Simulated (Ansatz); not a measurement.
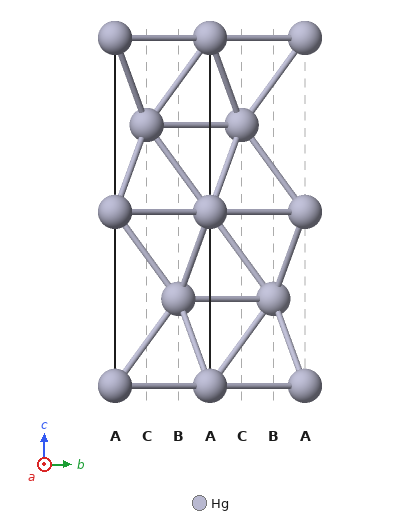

Projection along an edge of the hexagonal mesh, stacking direction c upwards. The dashed lines mark the three columns A (0, 0), B (1/3, 2/3) and C (2/3, 1/3). The sequence starts with the first layer at or above the cell's origin.

System Hg; source of the atomic positions: the input geometry of an electronic-structure calculation (not necessarily at equilibrium).

Q: Give the sequence of layers in one repeat, with element and column.

A: Hg(A) – Hg(B) – Hg(A) – Hg(C) (four layers in 10.59 Å).

Q: Taking all atoms as equal spheres, what packing is it?

A: As equal spheres, ABAC: a mixed close packing, (ch) in Jagodzinski's notation.

Q: What short polytype symbol fits?

A: Polytype symbol 4H, Ramsdell's symbol (number of layers in the repeat and lattice).

Heights of the layers:

| layer | atoms (column) | height (Å) | to next (Å) |
| --- | --- | --- | --- |
| 1 | Hg(A) | 0.00 | 2.65 |
| 2 | Hg(B) | 2.65 | 2.65 |
| 3 | Hg(A) | 5.29 | 2.65 |
| 4 | Hg(C) | 7.94 | 2.65 |
